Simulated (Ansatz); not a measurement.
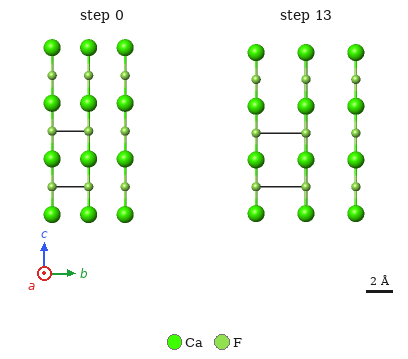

The structure of a crystal of CaF (a generated structure, set up in P4/mmm) (coarse preliminary run) before (left) and after (right) a relaxation, at one scale.

Style: ball-and-stick. Shown: the cell of the calculation, repeated 1 × 2 × 2 with one cell outlined, along the a axis.

The calculation used Ansatz, DFT PBE, scalar-relativistic, plane waves, PAW.

The input:
```yaml
crystal:
  lattice:
    - [2.9009947, 0.0, 0.0]
    - [0.0, 2.9009947, 0.0]
    - [0.0, 0.0, 4.41921527]
  atoms:
    - { symbol: Ca, position: [0.0, 0.0, 0.5] }
    - { symbol: F, position: [0.0, 0.0, 0.0] }
basis:
  ecutwfc: 420
kpoints:
  mp_grid: { grid: [6, 6, 4] }
hamiltonian:
  xc: pbe
scf:
  occupations: { method: gaussian, width: 0.1 }
  lower_state_search: "off"
output:
  forces: true
  stress: true
  eigenvalues: true
relax:
  adjacent_minimum: "off"
  f_tol: 0.04
  max_steps: 70
  cell: { stress_tol: 0.4 }
```

Command:
```bash
ansatz run input.yaml --threads 1 --pin off --max-ram 2560MiB --backend cpu --events-out ev --progress --plain --runs-dir out
```

**Summarise the run.**

Over 10 accepted moves (13 points after the start) the energy falls by 626 meV per atom. All forces vanish by symmetry, so only the cell relaxes. The pressure goes from 6.75 to 0.25 GPa. The SCF was repeated 3 times at an unchanged geometry on a basis and grid sized afresh for the cell, which shifted the energy by 102 meV per atom at most. No atom moves by more than 0.005 Å relative to the cell. The drawn cell changes as follows: a = b 2.901 → 3.961 Å (+36.5 %), c 4.419 → 4.264 Å (−3.5 %); the volume changes by +79.9 %. Among the contacts that change: Ca1–Ca1 2.901 → 3.961 Å, Ca1–F2 2.210 → 2.132 Å. The space group stays P4/mmm (No. 123).
